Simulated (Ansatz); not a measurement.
**What a change does: band-structure calculation on PtS$_{2}$**

System: PtS$_{2}$ (P-3m1, 3 atoms in the cell).
Method of run A: DFT LDA, scalar-relativistic, plane waves, PAW, no spin polarisation (Ansatz 0.2.0).

The structure derives from an entry of the Crystallography Open Database. Text and figures count atoms from 1; the logs count them from 0 in places.

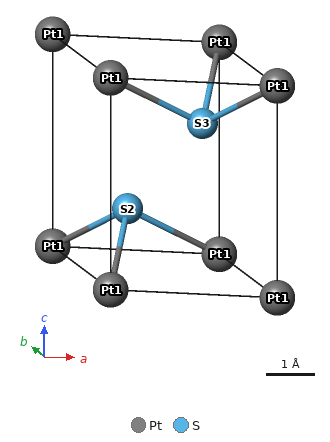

Fig. 1: The structure as given in the input (ball-and-stick view of the cell of the calculation, seen slightly off an axis; atoms are numbered from 1 in the order of the input). An atom can appear more than once, as a periodic image. Near neighbours in the periodic cell (some may lie outside the picture): Pt has 6 S at 2.39 Å; S has 3 Pt at 2.39 Å.

**The input, run A**
```yaml
crystal:
  lattice:
    - [3.5830653997, 0.0, 0.0]
    - [-1.7915326998, 3.1030256596, 0.0]
    - [0.0, 0.0, 4.6639927029]
  atoms:
    - { symbol: Pt, position: [0.0, 0.0, 0.0] }
    - { symbol: S, position: [0.3333333333, 0.6666666667, 0.2586282044] }
    - { symbol: S, position: [0.6666666667, 0.3333333333, 0.7413717956] }
basis:
  ecutwfc: 420
kpoints:
  mp_grid: { grid: [12, 12, 8] }
  band_path:
    path:
      - [[0.0, 0.0, 0.0], [0.5, 0.0, 0.0], [0.33333333, 0.33333333, 0.0], [0.0, 0.0, 0.0], [0.0, 0.0, 0.5], [0.5, 0.0, 0.5], [0.33333333, 0.33333333, 0.5], [0.0, 0.0, 0.5]]
      - [[0.5, 0.0, 0.5], [0.5, 0.0, 0.0]]
      - [[0.33333333, 0.33333333, 0.5], [0.33333333, 0.33333333, 0.0]]
    npoints: 14
hamiltonian:
  xc: lda
scf:
  occupations: { method: gaussian, width: 0.01 }
  n_extra_bands: 7
output:
  forces: true
  stress: true
  eigenvalues: true
  populations: true
  dos: { projected: true, de: 0.02, nscf_kmesh: { grid: [18, 18, 12] } }
  bader: true
  write_density: true
  write_potential: true
  elf: true
  volumetric_format: npy
```

Launched with:
```bash
ansatz run input.yaml --threads 1 --pin off --max-ram 2560MiB --backend cpu --events-out ev --progress --plain --runs-dir out
```

Hardware: 1 thread of Arm Neoverse V1, 24 GiB of memory available, shared host.

**Output, shortened to warnings, some set-up lines, iterations and results (run A)**
```
Basis set: ecut = 420 eV, 993 PW (Γ)
Symmetry: 12 space group operations
k-points: 131 of 1152
Initial density: superposition of atomic densities (neutral atoms: chi_scale 0, normalization atom), corrected by the library's trained network
[...]
SCF iter   1: F=—  HF=-13985.377209 eV  |F-HF|=—  |Δ(HF+E_count)|=         —  Δρ=5.58e-3  dr2=1.19e-2  ethr=1.77e-3  ⟨swp⟩=6.0  Hψ=14967  notcnv=0
SCF iter   2: F=—  HF=-13985.375933 eV  |F-HF|=—  |Δ(HF+E_count)|=   1.28e-3  Δρ=3.21e-3  dr2=4.34e-3  ethr=3.96e-5  ⟨swp⟩=1.5  Hψ=4197  notcnv=0  defer=157
SCF iter   3: F=—  HF=-13985.375127 eV  |F-HF|=—  |Δ(HF+E_count)|=   8.07e-4  Δρ=4.38e-4  dr2=6.82e-5  ethr=1.45e-5  ⟨swp⟩=2.4  Hψ=4087  notcnv=0  defer=290
SCF iter   4: F=—  HF=-13985.375117 eV  |F-HF|=—  |Δ(HF+E_count)|=   9.15e-6  Δρ=1.12e-4  dr2=8.45e-6  ethr=2.27e-7  ⟨swp⟩=2.0  Hψ=3918  notcnv=0  defer=290
SCF iter   5: F=—  HF=-13985.375116 eV  |F-HF|=—  |Δ(HF+E_count)|=   1.23e-6  Δρ=2.77e-5  dr2=3.59e-7  ethr=2.82e-8  ⟨swp⟩=2.6  Hψ=3826  notcnv=0  defer=290
SCF iter   6: F=-13985.375116 eV  HF=-13985.375116 eV  |F-HF|=3.03e-9  |Δ(HF+E_count)|=   2.41e-8  Δρ=4.37e-6  dr2=1.50e-8  ethr=3.33e-10  ⟨swp⟩=13.0  Hψ=19099  notcnv=0
SCF 1 converged in 6 iterations: F = -13985.375116 eV  dr2 = 1.50e-8
NSCF: frozen V_eff on 129 k-points
NSCF: frozen V_eff on 394 k-points
SCF converged after 6 iterations
Free energy (F): -13985.375116 eV
Harris-Foulkes:  -13985.375116 eV  (|F-HF|=3.03e-9)
Internal energy: -13985.375098 eV  (E = F + TS)
E sigma→0 (E₀):  -13985.375107 eV
Entropy (-TS):   -0.000018 eV (-0.006 meV/atom)
Fermi energy:    12.207410 eV
--- Per-component energies (eV) ---
  E_band       = -295.752237
  E_kinetic    = 851.511253
  E_local      = -2795.375150  (includes V_loc(G=0)·N_el)
  E_nonlocal   = 264.615243
  E_hartree    = 1083.723241
  E_xc         = -453.173805
  E_vxc        = -478.599639  (∫ρ·V_xc dr)
  E_paw        = -10314.598460  (= ΣΔE_a)
  E_vpaw       = -305.355362  (= ΣTr[D̂ρ^β])
  E_aug_tail   = 0.000166  (compensation charges beyond the density's cutoff)
  E_ewald      = -2622.847851
  E_core_change = 0.770265  (= ΣΔE_core)
  E_smearing   = -0.000018  (= −TS)
  E_closure    = -0.000000  (closes the sum)
  Σ components = -13985.375116   (vs F -13985.375116, Δ=0.00e0)
--- Forces (eV/Å), atoms counted from 1 ---
  atom   1  Pt     0.00000000     0.00000000     0.00000000
  atom   2  S     -0.00000000    -0.00000000    -0.32071240
  atom   3  S      0.00000000     0.00000000     0.32071240
  max |Σ_I F_I| component: 9.25e-18 eV/Å
--- Stress (GPa, compression-positive) ---
       -4.419053      -0.000000      -0.000000
       -0.000000      -4.419053      -0.000000
       -0.000000      -0.000000      -3.681774
  P = ⅓ Tr σ = -4.1733 GPa (-41.733 kbar)
--- Löwdin populations: 3 sites ---
  site symbol       q [e]
     0     Pt     17.3825
     1      S      6.1860
     2      S      6.1860
  spilling = 0.008182 (of n_electrons = 30.000000)
--- Bader charges: 3 sites ---
  site symbol  charge [e]  shift [e]
     0     Pt      0.3597     0.0115
     1      S     -0.1799     0.0058
     2      S     -0.1799     0.0058
  estimated error of the sums over rays = 5.6e-4 e
```

The input of run B differs as follows (lines with − go, lines with + come):
```diff
-  xc: lda
+  xc: pbe
+  dispersion: d3bj
```

Predict how the results change.

The total energies belong to different models, so their difference says nothing on which is more stable or more accurate. A gap of 0.06 eV opens on the mesh, where run A has none. The pressure goes from −4.17 to 0.00 GPa. The largest force goes from 0.321 to 0.001 eV/Å. The functional changes from LDA to PBE. The number of SCF iterations is the same.

**Output, shortened to warnings, some set-up lines, iterations and results (run B)**
```
Basis set: ecut = 420 eV, 993 PW (Γ), exchange–correlation on 48×48×64 points (8 copies of the dense FFT grid, shifted against one another)
Symmetry: 12 space group operations
k-points: 131 of 1152
Initial density: superposition of atomic densities (neutral atoms: chi_scale 0, normalization atom), corrected by the library's trained network
[...]
SCF iter   1: F=—  HF=-14329.467171 eV  |F-HF|=—  |Δ(HF+E_count)|=         —  Δρ=3.60e-3  dr2=3.62e-3  ethr=1.77e-3  ⟨swp⟩=6.1  Hψ=15089  notcnv=0
SCF iter   2: F=—  HF=-14329.467527 eV  |F-HF|=—  |Δ(HF+E_count)|=   3.57e-4  Δρ=1.74e-3  dr2=8.79e-4  ethr=1.21e-5  ⟨swp⟩=2.1  Hψ=5953  notcnv=0  defer=288
SCF iter   3: F=—  HF=-14329.467729 eV  |F-HF|=—  |Δ(HF+E_count)|=   2.02e-4  Δρ=2.32e-4  dr2=1.90e-5  ethr=2.93e-6  ⟨swp⟩=2.0  Hψ=4620  notcnv=0  defer=288
SCF iter   4: F=—  HF=-14329.467707 eV  |F-HF|=—  |Δ(HF+E_count)|=   2.26e-5  Δρ=6.82e-5  dr2=1.79e-6  ethr=6.35e-8  ⟨swp⟩=2.1  Hψ=3803  notcnv=0  defer=288
SCF iter   5: F=-14329.467708 eV  HF=-14329.467708 eV  |F-HF|=7.91e-8  |Δ(HF+E_count)|=   1.36e-6  Δρ=1.43e-5  dr2=9.26e-8  ethr=5.96e-9  ⟨swp⟩=2.0  Hψ=3926  notcnv=0  …
SCF iter   6: F=-14329.467708 eV  HF=-14329.467708 eV  |F-HF|=3.84e-9  |Δ(HF+E_count)|=   9.70e-8  Δρ=2.81e-6  dr2=4.11e-9  ethr=3.09e-10  ⟨swp⟩=9.5  Hψ=18190  notcnv=0
SCF 1 converged in 6 iterations: F = -14329.467708 eV  dr2 = 4.11e-9
NSCF: frozen V_eff on 129 k-points
NSCF: frozen V_eff on 394 k-points
SCF converged after 6 iterations
Free energy (F): -14329.467708 eV
Harris-Foulkes:  -14329.467708 eV  (|F-HF|=3.84e-9)
Internal energy: -14329.467708 eV  (E = F + TS)
E sigma→0 (E₀):  -14329.467708 eV
Fermi energy:    12.510955 eV
--- Per-component energies (eV) ---
  E_band       = -287.633935
  E_kinetic    = 851.063836
  E_local      = -2784.840626  (includes V_loc(G=0)·N_el)
  E_nonlocal   = 255.433641
  E_hartree    = 1083.464113
  E_xc         = -456.469803
  E_vxc        = -478.465730  (∫ρ·V_xc dr)
  E_paw        = -10653.917042  (= ΣΔE_a)
  E_vpaw       = -297.752400  (= ΣTr[D̂ρ^β])
  E_aug_tail   = 0.000192  (compensation charges beyond the density's cutoff)
  E_ewald      = -2622.847851
  E_disp       = -1.354167  (pairwise vdW)
  E_smearing   = -0.000000  (= −TS)
  E_closure    = 0.000000  (closes the sum)
  Σ components = -14329.467708   (vs F -14329.467708, Δ=0.00e0)
--- Forces (eV/Å), atoms counted from 1 ---
  atom   1  Pt     0.00000000    -0.00000000     0.00000000
  atom   2  S     -0.00000000    -0.00000000     0.00068830
  atom   3  S      0.00000000     0.00000000    -0.00068830
  max |Σ_I F_I| component: 9.25e-18 eV/Å
--- Stress (GPa, compression-positive) ---
        0.002343      -0.000000      -0.000000
       -0.000000       0.002343      -0.000000
       -0.000000      -0.000000      -0.000977
  P = ⅓ Tr σ = 0.0012 GPa (0.012 kbar)
--- Löwdin populations: 3 sites ---
  site symbol       q [e]
     0     Pt     17.3533
     1      S      6.2036
     2      S      6.2036
  spilling = 0.007979 (of n_electrons = 30.000000)
--- Bader charges: 3 sites ---
  site symbol  charge [e]  shift [e]
     0     Pt      0.4455     0.0112
     1      S     -0.2227     0.0056
     2      S     -0.2228     0.0056
  estimated error of the sums over rays = 6.1e-4 e
```

**The two runs side by side**

```csv
quantity,run A,run B
outcome,converged,converged
free energy per atom (eV),−4661.7917,−4776.4892
gap on the mesh (eV),0.00,0.06
pressure (GPa),−4.17,0.00
largest force (eV/Å),0.321,0.001
SCF iterations,6,6
irreducible k-points,131,131
plane waves at Γ,993,993
wall time (shared host),49 s,50 s
```

For both runs: Spin–orbit coupling is left out, which matters for Pt.
